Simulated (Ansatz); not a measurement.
# Run report: Ga, geometry relaxation (part 2 of 2)

Ga (Ia-3, 8 atoms in the cell); DFT PBE, scalar-relativistic, plane waves, PAW, no spin polarisation (Ansatz 0.2.0); cutoff 420 eV, 8×8×8 k-mesh, Gaussian smearing of 0.1 eV. The structure was made by a generator, so it may or may not be a known phase.

Geometry of the input (Å; fractional positions):
```
-3.5695  3.5695  3.5695
3.5695  -3.5695  3.5695
3.5695  3.5695  -3.5695
Ga 0.2453  0.2453  0.2453
Ga 0.5000  -0.0000  0.2547
Ga 0.2547  0.5000  0.0000
Ga 0.0000  0.2547  0.5000
Ga 0.7547  0.7547  0.7547
Ga 0.5000  -0.0000  0.7453
Ga 0.7453  0.5000  0.0000
Ga 0.0000  0.7453  0.5000
```

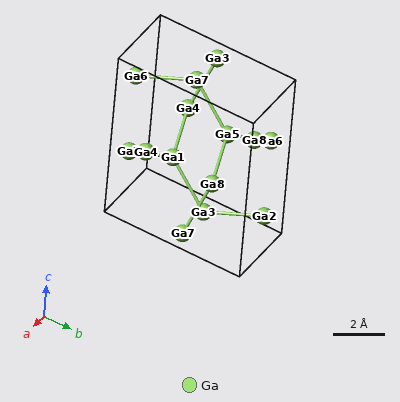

Fig. 1: The geometry at step 2 of the log (ball-and-stick view of the cell of the calculation, seen slightly off an axis; atoms are numbered from 1 in the order of the input).

### The program's output, continued
```
relax step   4: F+E_penalty+E_count = -30262.54097564 eV  Δ(F+E_penalty+E_count) = -4.862e-4 eV  max|allowed force component| = 2.053e-3 eV/Å  Δτ_max = 0.0109 Å  P = +0.046 GPa  Ω = 179.353 Å³  energy of the carried Pulay correction = +5.997e-4 eV  (8 SCF iters, accepted)
Initial wavefunctions: pseudopotential atomic-orbital guess (no wavefunctions were taken with the density)
iter 1 solved again at ethr=2.56e-7 eV; its pass at ethr=3.10e-3 eV (dr2=2.66e-4 eV) is discarded
SCF iter   1: F=—  HF=-30262.540337 eV  |F-HF|=—  |Δ(HF+E_count)|=         —  Δρ=1.63e-5  dr2=1.76e-7  ethr=2.56e-7  ⟨swp⟩=2.2  Hψ=12363  notcnv=0
eigensolver tolerance schedule: the retry pair's looser diagonalisation over-reported the residual by 1505.90 of it (diagonalisation noise at 0.14 of the residual, at the tolerance the schedule requests for it); recorded, not acted on — ethr = c·dr2/N_el stays at c = 1.0e-1
preconditioner: auto → Kerker (q_TF=auto, 2.491 Å⁻¹)  [metal: Δε(μ)=0.012 eV  Ē_g=15.347 eV  σ=0.100 eV  W_gap=0.07  n_scr=42 (ndim 8)  ℏωp=28.3 eV  f_vac=0.000  D(μ)=3.66/eV (n_scr^D=18)]
SCF iter   2: F=—  HF=-30262.540372 eV  |F-HF|=—  |Δ(HF+E_count)|=   3.50e-5  Δρ=1.71e-5  dr2=2.49e-7  ethr=1.70e-10  ⟨swp⟩=2.0  Hψ=4013  notcnv=0
SCF iter   3: F=—  HF=-30262.540372 eV  |F-HF|=—  |Δ(HF+E_count)|=   1.90e-8  Δρ=4.36e-6  dr2=1.78e-8  ethr=1.70e-10  ⟨swp⟩=2.0  Hψ=3892  notcnv=0
SCF iter   4: F=—  HF=-30262.540372 eV  |F-HF|=—  |Δ(HF+E_count)|=   2.56e-8  Δρ=9.21e-7  dr2=1.51e-9  ethr=1.71e-11  ⟨swp⟩=2.0  Hψ=4032  notcnv=0
SCF iter   5: F=-30262.540372 eV  HF=-30262.540372 eV  |F-HF|=3.64e-12  |Δ(HF+E_count)|=   1.67e-9  Δρ=3.02e-7  dr2=6.43e-11  ethr=1.00e-12  ⟨swp⟩=4.3  Hψ=11811  notcnv=0
SCF 5 converged in 5 iterations: F = -30262.540372 eV  dr2 = 6.43e-11
  greatest PAW one-centre occupation: 0.995 electrons in one spin orbital (limit 2), on the Ga atom at site 4 (counted from 0), in its partial waves of l = 2
relax step   5: F+E_penalty+E_count = -30262.54037198 eV  Δ(F+E_penalty+E_count) = +6.037e-4 eV  max|allowed force component| = 2.053e-3 eV/Å  Δτ_max = 0.0000 Å  P = +0.048 GPa  Ω = 179.353 Å³  stress off target by 4.78e-2 GPa  SCF on the basis re-selected at this cell (its energy is not comparable with the rows above)  (5 SCF iters)
basis re-selected at this cell: Δ(F+E_penalty+E_count) = +6.037e-4 eV, ΔP = +0.002 GPa vs the last step (what re-selecting the basis moved, of the pressure what is left beyond the Pulay correction that the steps carried, after the strain that the cell walked since its last selection, with what the two solves' SCF thresholds leave and, on support functions, any second-order correction that the steps lacked; it is no measure of the basis error at this ecutwfc). This SCF's stress stands 4.78e-2 GPa from its target on what of the cell is left free (relax.cell.stress_tol is 5.00e-2 GPa) and its largest allowed force component is 2.05e-3 eV/Å (relax.f_tol is 1.00e-2 eV/Å): within both
SCF converged after 5 iterations
Free energy (F): -30262.540372 eV
Harris-Foulkes:  -30262.540372 eV  (|F-HF|=3.64e-12)
Internal energy: -30262.522063 eV  (E = F + TS)
E sigma→0 (E₀):  -30262.531218 eV
Entropy (-TS):   -0.018309 eV (-2.289 meV/atom)
Fermi energy:    7.299054 eV
--- Per-component energies (eV) ---
  E_band       = -517.182842
  E_kinetic    = 914.874118
  E_local      = -15848.460329  (includes V_loc(G=0)·N_el)
  E_nonlocal   = 3373.823551
  E_hartree    = 7371.565571
  E_xc         = -552.554807
  E_vxc        = -461.698824  (∫ρ·V_xc dr)
  E_paw        = -15880.673550  (= ΣΔE_a)
  E_vpaw       = -3238.851320  (= ΣTr[D̂ρ^β])
  E_aug_tail   = -0.000845  (compensation charges beyond the density's cutoff)
  E_ewald      = -9641.095771
  E_smearing   = -0.018309  (= −TS)
  E_closure    = 0.000000  (closes the sum)
  Σ components = -30262.540372   (vs F -30262.540372, Δ=0.00e0)
--- Forces (eV/Å), atoms counted from 1 ---
  atom   1  Ga     0.00205319     0.00205319     0.00205319
  atom   2  Ga    -0.00205319    -0.00205319     0.00205319
  atom   3  Ga     0.00205319    -0.00205319    -0.00205319
  atom   4  Ga    -0.00205319     0.00205319    -0.00205319
  atom   5  Ga    -0.00205319    -0.00205319    -0.00205319
  atom   6  Ga     0.00205319     0.00205319    -0.00205319
  atom   7  Ga    -0.00205319     0.00205319     0.00205319
  atom   8  Ga     0.00205319    -0.00205319     0.00205319
  max |Σ_I F_I| component: 2.43e-17 eV/Å
--- Stress (GPa, compression-positive) ---
        0.047800      -0.000000       0.000000
       -0.000000       0.047800       0.000000
        0.000000      -0.000000       0.047800
  P = ⅓ Tr σ = 0.0478 GPa (0.478 kbar)
--- Band table (eV; the first three rows and the last of 35) ---
  k-point 0: bands = ["-7.6819", "-7.6819", "-7.6633", "-7.6633", "-7.6427", "-7.6427", "-7.6427", "-7.6356", "-7.6290", "-7.6290", "-7.6290", "-7.5246", "-7.4602", "-7.4602", "-7.4602", "-7.4544", "-7.4544", "-7.4544", "-7.4157", "-7.4157", "-7.4157", "-7.3691", "-7.3691", "-7.3653", "-7.3653", "-7.3653", "-7.3238", "-7.3238", "-7.2701", "-7.2701", "-7.2701", "-7.2267", "-7.2267", "-7.2267", "-7.2038", "-7.2038", "-7.2038", "-7.1824", "-7.1824", "-7.1824", "-2.6000", "1.0388", "2.2448", "2.2448", "2.2448", "3.1408", "3.1408", "3.1408", "4.9529", "4.9529", "5.3593", "5.3593", "5.3593", "8.1146", "8.1146", "9.0818", "11.6148", "11.6148", "11.6148", "13.8714", "13.8714", "13.8714", "14.1308"]
  k-point 1: bands = ["-7.6814", "-7.6783", "-7.6646", "-7.6614", "-7.6433", "-7.6403", "-7.6400", "-7.6340", "-7.6258", "-7.6257", "-7.6248", "-7.5299", "-7.4708", "-7.4684", "-7.4616", "-7.4548", "-7.4521", "-7.4475", "-7.4187", "-7.4184", "-7.4144", "-7.3745", "-7.3691", "-7.3667", "-7.3663", "-7.3629", "-7.3295", "-7.3274", "-7.2821", "-7.2798", "-7.2750", "-7.2217", "-7.2217", "-7.2178", "-7.1984", "-7.1975", "-7.1930", "-7.1868", "-7.1800", "-7.1795", "-2.5099", "0.9490", "1.6949", "1.9211", "2.2280", "2.9702", "3.3768", "3.5977", "4.7582", "5.1537", "5.6641", "5.8174", "5.9803", "7.7312", "7.9436", "8.8540", "11.5944", "12.0962", "12.2282", "12.8660", "13.1000", "13.1300", "14.1030"]
  k-point 2: bands = ["-7.6803", "-7.6676", "-7.6665", "-7.6557", "-7.6450", "-7.6346", "-7.6335", "-7.6287", "-7.6198", "-7.6179", "-7.6162", "-7.5459", "-7.4863", "-7.4862", "-7.4640", "-7.4567", "-7.4510", "-7.4335", "-7.4255", "-7.4211", "-7.4095", "-7.3846", "-7.3750", "-7.3746", "-7.3670", "-7.3550", "-7.3420", "-7.3408", "-7.2991", "-7.2923", "-7.2883", "-7.2227", "-7.2124", "-7.1984", "-7.1952", "-7.1877", "-7.1858", "-7.1759", "-7.1721", "-7.1685", "-2.2398", "0.4581", "1.1232", "1.4931", "2.1882", "2.6493", "3.6993", "4.3578", "4.7251", "5.7765", "6.2415", "6.6097", "7.0561", "7.3083", "7.4648", "8.8344", "10.9799", "11.2359", "12.1201", "12.4597", "12.9422", "13.0001", "13.1621"]
  k-point 34: bands = ["-7.6428", "-7.6428", "-7.6428", "-7.6399", "-7.6399", "-7.6399", "-7.6037", "-7.6037", "-7.6037", "-7.6031", "-7.6031", "-7.6031", "-7.4774", "-7.4774", "-7.4737", "-7.4737", "-7.4243", "-7.4243", "-7.4243", "-7.4215", "-7.4215", "-7.4215", "-7.3983", "-7.3983", "-7.3983", "-7.3982", "-7.3982", "-7.3982", "-7.3520", "-7.3428", "-7.2152", "-7.2152", "-7.2152", "-7.2134", "-7.2134", "-7.2134", "-7.1232", "-7.1232", "-7.1231", "-7.1231", "0.2012", "0.2012", "0.2012", "0.2459", "0.2459", "0.2459", "6.5968", "6.5968", "6.5968", "6.6222", "6.6310", "6.6310", "6.6310", "6.7644", "11.3257", "11.3257", "11.3257", "11.4191", "11.4191", "11.4191", "11.5557", "11.5792", "12.8281"]
--- Relaxed structure (4 steps of the walk, 4 accepted, 1 SCFs on fresh bases) ---
  F+E_penalty+E_count = -30262.54037198 eV   max|allowed force component| = 2.053e-3 eV/Å   (the final SCF, on the basis selected at the relaxed cell)
  cell:  # Å, volume = 179.3526 Å³
    - [-3.5526236199716665, 3.5526236199716665, 3.5526236199716665]
    - [3.5526236199716665, -3.5526236199716665, 3.5526236199716665]
    - [3.5526236199716665, 3.5526236199716665, -3.5526236199716665]
  atoms:
    - { symbol: Ga, position: [0.24841830369449577, 0.24841830369449577, 0.24841830369449577] }
    - { symbol: Ga, position: [0.49999999999999994, 0.0, 0.25158169630550414] }
    - { symbol: Ga, position: [0.25158169630550414, 0.49999999999999994, 0.0] }
    - { symbol: Ga, position: [0.0, 0.25158169630550414, 0.49999999999999994] }
    - { symbol: Ga, position: [0.7515816963055041, 0.7515816963055041, 0.7515816963055041] }
    - { symbol: Ga, position: [0.49999999999999994, 0.0, 0.7484183036944958] }
    - { symbol: Ga, position: [0.7484183036944958, 0.49999999999999994, 0.0] }
    - { symbol: Ga, position: [0.0, 0.7484183036944958, 0.49999999999999994] }
```

### Trajectory as extended XYZ (Å, eV, eV/Å), 5 frames, from step=1 to step=5
```
8
Lattice="-3.5695 3.5695 3.5695 3.5695 -3.5695 3.5695 3.5695 3.5695 -3.5695" Properties=species:S:1:pos:R:3:forces:R:3 step=1 energy=-30262.53533 pressure_GPa=-0.54
Ga    0.8757    0.8757    0.8757    0.0056   0.0056   0.0056
Ga   -0.8757    2.6938    0.8757   -0.0056  -0.0056   0.0056
Ga    0.8757   -0.8757    2.6938    0.0056  -0.0056  -0.0056
Ga    2.6938    0.8757   -0.8757   -0.0056   0.0056  -0.0056
Ga    2.6938    2.6938    2.6938   -0.0056  -0.0056  -0.0056
Ga    0.8757    4.4452   -0.8757    0.0056   0.0056  -0.0056
Ga   -0.8757    0.8757    4.4452   -0.0056   0.0056   0.0056
Ga    4.4452   -0.8757    0.8757    0.0056  -0.0056   0.0056
8
Lattice="-3.5569 3.5569 3.5569 3.5569 -3.5569 3.5569 3.5569 3.5569 -3.5569" Properties=species:S:1:pos:R:3:forces:R:3 step=2 energy=-30262.53989 pressure_GPa=-0.10
Ga    0.8744    0.8744    0.8744    0.0054   0.0054   0.0054
Ga   -0.8744    2.6825    0.8744   -0.0054  -0.0054   0.0054
Ga    0.8744   -0.8744    2.6825    0.0054  -0.0054  -0.0054
Ga    2.6825    0.8744   -0.8744   -0.0054   0.0054  -0.0054
Ga    2.6825    2.6825    2.6825   -0.0054  -0.0054  -0.0054
Ga    0.8744    4.4312   -0.8744    0.0054   0.0054  -0.0054
Ga   -0.8744    0.8744    4.4312   -0.0054   0.0054   0.0054
Ga    4.4312   -0.8744    0.8744    0.0054  -0.0054   0.0054
8
Lattice="-3.5534 3.5534 3.5534 3.5534 -3.5534 3.5534 3.5534 3.5534 -3.5534" Properties=species:S:1:pos:R:3:forces:R:3 step=3 energy=-30262.54049 pressure_GPa=0.02
Ga    0.8765    0.8765    0.8765    0.0044   0.0044   0.0044
Ga   -0.8765    2.6770    0.8765   -0.0044  -0.0044   0.0044
Ga    0.8765   -0.8765    2.6770    0.0044  -0.0044  -0.0044
Ga    2.6770    0.8765   -0.8765   -0.0044   0.0044  -0.0044
Ga    2.6770    2.6770    2.6770   -0.0044  -0.0044  -0.0044
Ga    0.8765    4.4299   -0.8765    0.0044   0.0044  -0.0044
Ga   -0.8765    0.8765    4.4299   -0.0044   0.0044   0.0044
Ga    4.4299   -0.8765    0.8765    0.0044  -0.0044   0.0044
8
Lattice="-3.5526 3.5526 3.5526 3.5526 -3.5526 3.5526 3.5526 3.5526 -3.5526" Properties=species:S:1:pos:R:3:forces:R:3 step=4 energy=-30262.54098 pressure_GPa=0.05
Ga    0.8825    0.8825    0.8825    0.0021   0.0021   0.0021
Ga   -0.8825    2.6701    0.8825   -0.0021  -0.0021   0.0021
Ga    0.8825   -0.8825    2.6701    0.0021  -0.0021  -0.0021
Ga    2.6701    0.8825   -0.8825   -0.0021   0.0021  -0.0021
Ga    2.6701    2.6701    2.6701   -0.0021  -0.0021  -0.0021
Ga    0.8825    4.4352   -0.8825    0.0021   0.0021  -0.0021
Ga   -0.8825    0.8825    4.4352   -0.0021   0.0021   0.0021
Ga    4.4352   -0.8825    0.8825    0.0021  -0.0021   0.0021
8
Lattice="-3.5526 3.5526 3.5526 3.5526 -3.5526 3.5526 3.5526 3.5526 -3.5526" Properties=species:S:1:pos:R:3:forces:R:3 step=5 energy=-30262.54037 pressure_GPa=0.05
Ga    0.8825    0.8825    0.8825    0.0021   0.0021   0.0021
Ga   -0.8825    2.6701    0.8825   -0.0021  -0.0021   0.0021
Ga    0.8825   -0.8825    2.6701    0.0021  -0.0021  -0.0021
Ga    2.6701    0.8825   -0.8825   -0.0021   0.0021  -0.0021
Ga    2.6701    2.6701    2.6701   -0.0021  -0.0021  -0.0021
Ga    0.8825    4.4352   -0.8825    0.0021   0.0021  -0.0021
Ga   -0.8825    0.8825    4.4352   -0.0021   0.0021   0.0021
Ga    4.4352   -0.8825    0.8825    0.0021  -0.0021   0.0021
```

### Summary

```json
{"quantity": "outcome", "value": "converged"}
{"quantity": "space group (tolerance 0.01 Å)", "value": "Ia-3 (206)"}
{"quantity": "electrons treated", "value": "104"}
{"quantity": "free energy", "value": "−30262.5404 eV"}
{"quantity": "Fermi energy", "value": "7.299 eV"}
{"quantity": "gap on the k-point mesh", "value": "none (metallic)"}
{"quantity": "pressure", "value": "0.05 GPa"}
{"quantity": "final volume", "value": "179.35 Å³"}
{"quantity": "largest force (length of the vector) at the end", "value": "0.004 eV/Å"}
{"quantity": "final cell", "value": "a = 6.153 Å, b = 6.153 Å, c = 6.153 Å, α = 109.47°, β = 109.47°, γ = 109.47°"}
{"quantity": "hardware", "value": "1 thread of Intel Xeon @ 2.50GHz (Skylake/Cascade Lake), 189 GiB of memory available, shared host"}
{"quantity": "wall time", "value": "5.8 min"}
{"quantity": "peak memory", "value": "0.64 GiB"}
```
